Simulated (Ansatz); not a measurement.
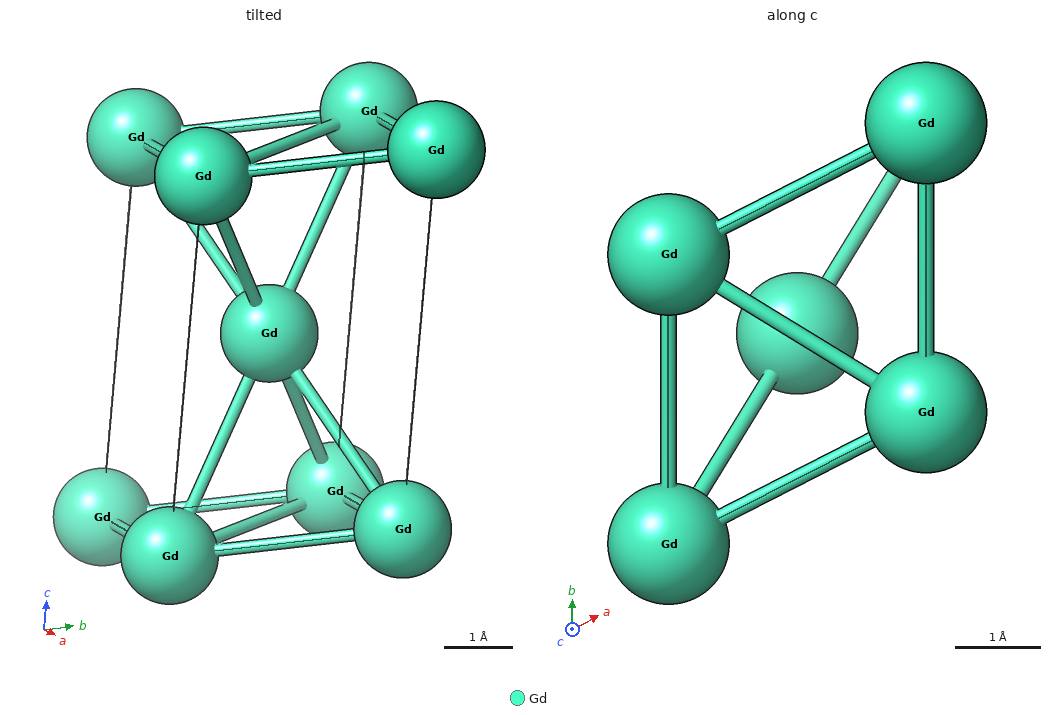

Structure drawing (ball-and-stick), viewed slightly off an axis and along the c axis. The parallelepiped is the unit cell. Cell: a = 3.59 Å, b = 3.59 Å, c = 6.23 Å, α = 73.26°, β = 73.26°, γ = 60.00°.

The cell started as a structure type filled with this element by a generator (whether the element takes this form wasn't checked). Earlier steps of the study may have refined or changed the cell and positions. A calculation with Ansatz used it as input.

Question: What is this?

Answer: The element is gadolinium. Strictly the space group is R-3m (No. 166, within 0.01 Å). It is a distorted form of a face-centred cubic structure, space group Fm-3m (No. 225) within 0.25 Å: face-centred cubic (Cu type). The cell holds two atoms. Each Gd atom is coordinated by twelve Gd in a cuboctahedral arrangement at about 3.6 Å. The bonds build a three-dimensional framework.

Theory: Ansatz 0.2.0, DFT PBE, scalar-relativistic, plane waves, PAW. Numerical settings: cutoff 420 eV, k-points about 0.15 Å⁻¹ apart, Gaussian smearing of 0.05 eV, collinear spins.

Question: Which atoms carry magnetic moments in this run, and how do they order?

Answer: The state reached is antiferromagnetic. Sizes: Gd 7.2 μB; net moment 0.0 μB in the run's cell of 2 atoms.

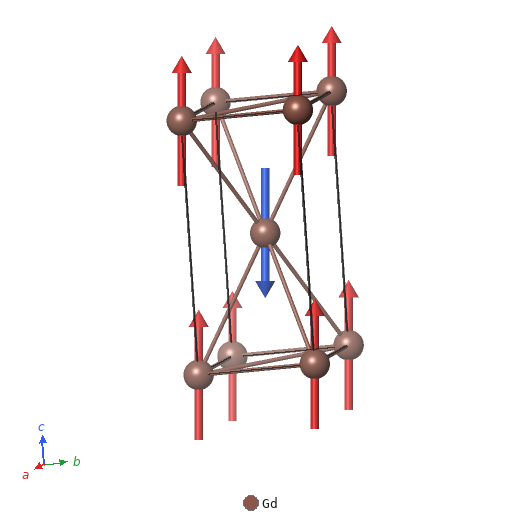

Site moments above 0.25 μB as arrows, small induced ones on non-metal atoms left out (red along the largest or up, blue against, purple across). The run's cell of 2 atoms is drawn in a reduced setting, so axes and origin can differ from the first picture.

Question: Metal, semiconductor or insulator?

Answer: A metal: bands cross the Fermi level.

Question: Is this the optimised geometry for these settings?

Answer: Yes. All forces vanish to within 0.01 eV/Å. The pressure is -0.1 GPa, close to zero.
